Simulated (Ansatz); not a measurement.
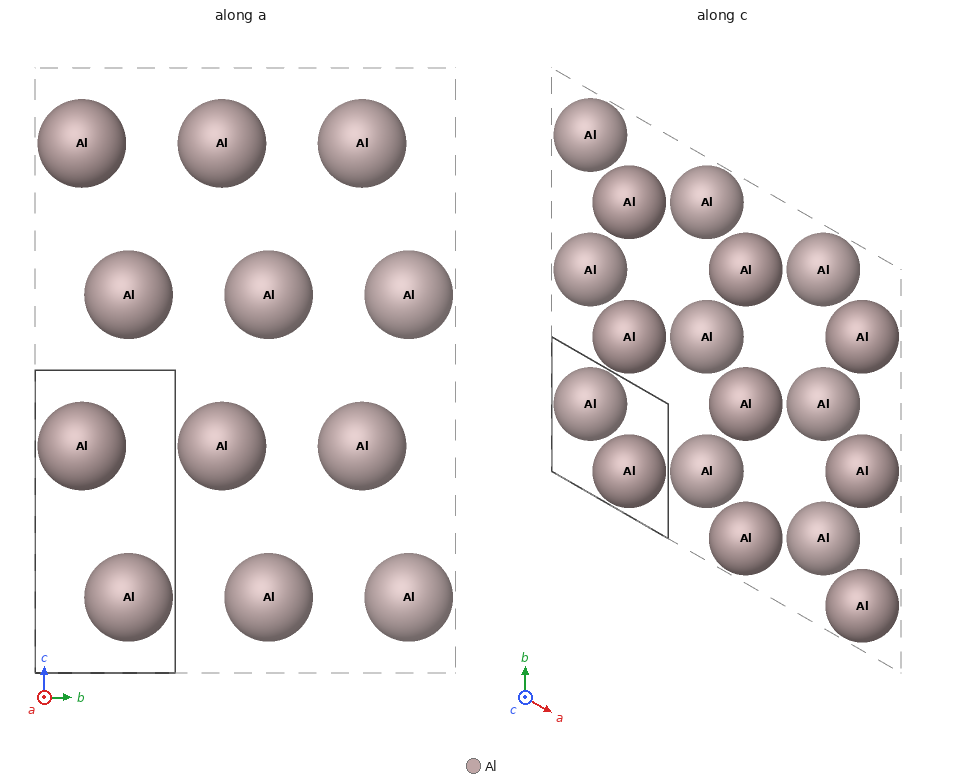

Crystal structure, spheres-only style, seen along the a axis and along the c axis. A block of 3×3×2 cells is shown, with one conventional unit cell in solid outline.

Al, space group P6_3/mmc (No. 194), a = 2.60 Å, b = 2.60 Å, c = 4.87 Å, α = 90.00°, β = 90.00°, γ = 120.00°.

Run with DFT r2SCAN, scalar-relativistic, plane waves, PAW (Ansatz 0.2.0) and these settings: 500 eV cutoff, 21×21×10 k-points, Gaussian smearing of 0.15 eV, no spin polarisation.

> How large a gap does the method give, if there is one?

A metal: bands cross the Fermi level.

> What pressure does the calculation give for this cell?

The computed pressure is 16.5 GPa (compressed: it would expand). The stress isn't hydrostatic: its largest component is 23.4 GPa.

Provenance: a structure listed in the Materials Project. The cell was then strained or its atoms displaced on purpose. An electronic-structure calculation with Ansatz was run on it.

At this level of theory the cell isn't at rest (compressed, at 16 GPa), so its distances can differ from those at equilibrium, the more so the softer the solid.
